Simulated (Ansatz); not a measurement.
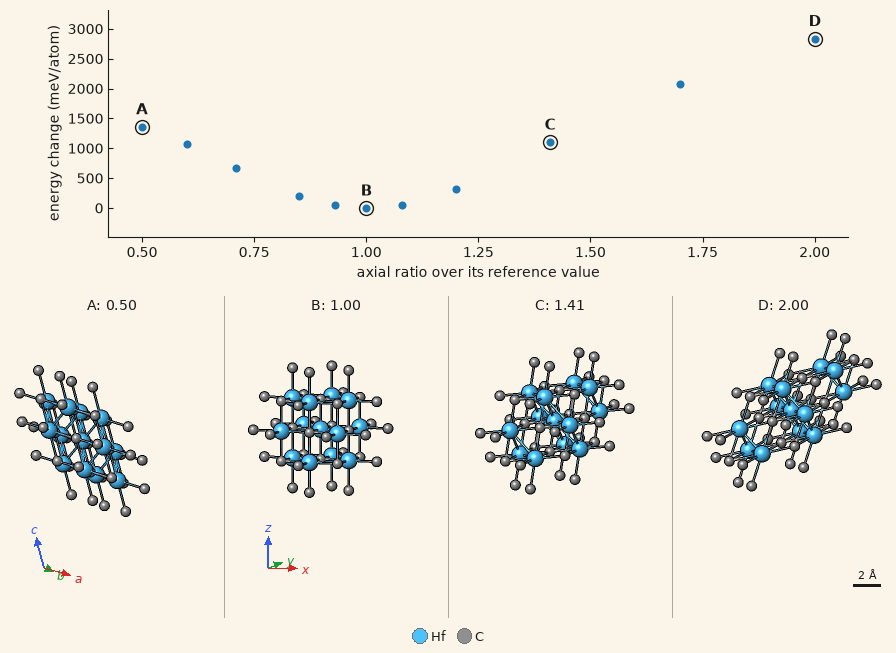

Energy scan for crystalline HfC (Fm-3m), in which the ratio of the cell's length along [111] to its lengths across, counted as 1 for the reference, is changed at fixed volume (a trigonal path), with the atoms kept at their fractional coordinates. x, y and z are the Cartesian axes of the input. The lettered frames are marked on the plot. Style: ball-and-stick. Shown: the conventional cell (4 times the calculation's cell), slightly off an axis. Lengths and directions refer to the drawn axes.

These are results of DFT PBE, scalar-relativistic, plane waves, PAW in Ansatz, not measurements. Set-up: plane-wave cutoff 420 eV; k-point mesh 20 × 20 × 20; occupations gaussian; smearing width 0.15 eV; no spin polarisation. Energies (free energies at the smearing named) are counted from the cell as listed in its source, which wasn't relaxed.

### Describe the profile.

Of the computed points the lowest is at the relative ratio 1.00, 0 meV/atom. The end points stand at 1361 meV/atom (0.50) and 2837 meV/atom (2.00). The distortion takes the space group from Fm-3m to R-3m, except for Pm-3m at 0.50. At the relative ratio 2.00 the cell of the drawing goes a 4.650 → 5.219 Å, b 4.650 → 5.219 Å, c 4.650 → 5.219 Å, α 90.0° → 60.0°, β 90.0° → 60.0°, γ 90.0° → 60.0°.

The computed points:

```csv
axial ratio over its reference value,energy change (meV/atom)
0.50,1361
0.60,1077
0.71,668
0.85,201
0.93,44
1.00,0
1.08,56
1.20,324
1.41,1103
1.70,2080
2.00,2837
```
